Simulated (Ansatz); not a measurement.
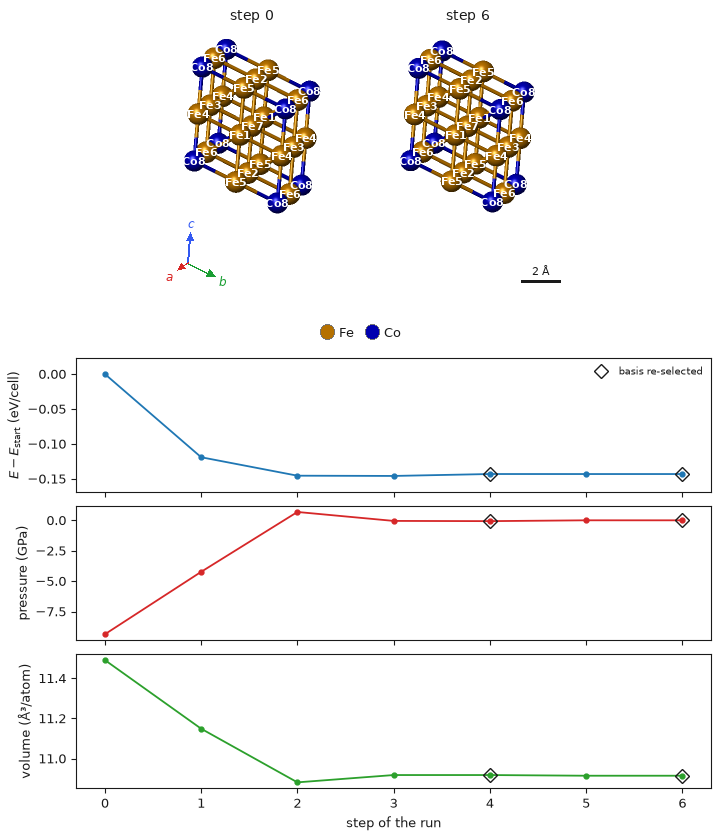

First and last geometry of a relaxation of crystalline Fe$_{7}$Co (set up in Im-3m), with the history of the run. A ball-and-stick model of the cell of the calculation, seen slightly off an axis.

The calculation used DFT PBEsol, scalar-relativistic, plane waves, PAW in Ansatz.

The input:
```yaml
crystal:
  lattice:
    - [-2.843091375, 2.843091375, 2.843091375]
    - [2.843091375, -2.843091375, 2.843091375]
    - [2.843091375, 2.843091375, -2.843091375]
  atoms:
    - { symbol: Fe, position: [0.0, 0.5, 0.5], spin: 2.64 }
    - { symbol: Fe, position: [0.5, 0.5, 0.0], spin: 2.64 }
    - { symbol: Fe, position: [0.5, 0.0, 0.5], spin: 2.64 }
    - { symbol: Fe, position: [0.0, 0.0, 0.5], spin: 2.78 }
    - { symbol: Fe, position: [0.0, 0.5, 0.0], spin: 2.78 }
    - { symbol: Fe, position: [0.5, 0.0, 0.0], spin: 2.78 }
    - { symbol: Fe, position: [0.5, 0.5, 0.5], spin: 2.78 }
    - { symbol: Co, position: [0.0, 0.0, 0.0], spin: 2.0 }
basis:
  ecutwfc: 420
kpoints:
  mp_grid: { grid: [10, 10, 10] }
hamiltonian:
  xc: pbesol
scf:
  occupations: { method: gaussian, width: 0.1 }
output:
  forces: true
  stress: true
  eigenvalues: true
  populations: true
magnetization:
  spin_polarized: true
relax:
  adjacent_minimum: "off"
  f_tol: 0.01
  max_steps: 80
  cell: { stress_tol: 0.05 }
```

Command:
```bash
ansatz run input.yaml --threads 2 --pin off --max-ram 5120MiB --backend cpu --events-out ev --progress --plain --runs-dir out
```

Question: Did the run converge, and what did it change?

Answer: It converged. No atom moves by more than 0.005 Å relative to the cell. Cell: a = b = c 4.924 → 4.841 Å (−1.7 %). Volume −5.0 %. Near-neighbour distances that change, for instance: Fe4–Co8 2.462 → 2.420 Å, Fe1–Fe4 2.462 → 2.420 Å. The space group stays Im-3m (No. 229). Over 4 accepted moves (6 points after the start) the energy falls by 0.143 eV per cell of the calculation. All forces vanish by symmetry, so only the cell relaxes. The pressure goes from −9.37 to 0.00 GPa. At 2 points the geometry stayed and the basis and grid were re-selected for the new cell (energy shift of 2.8 meV per cell of the calculation at most each time). The run took 11 min on 2 threads of AMD EPYC (Zen 3) (shared host), peak memory 0.94 GiB.
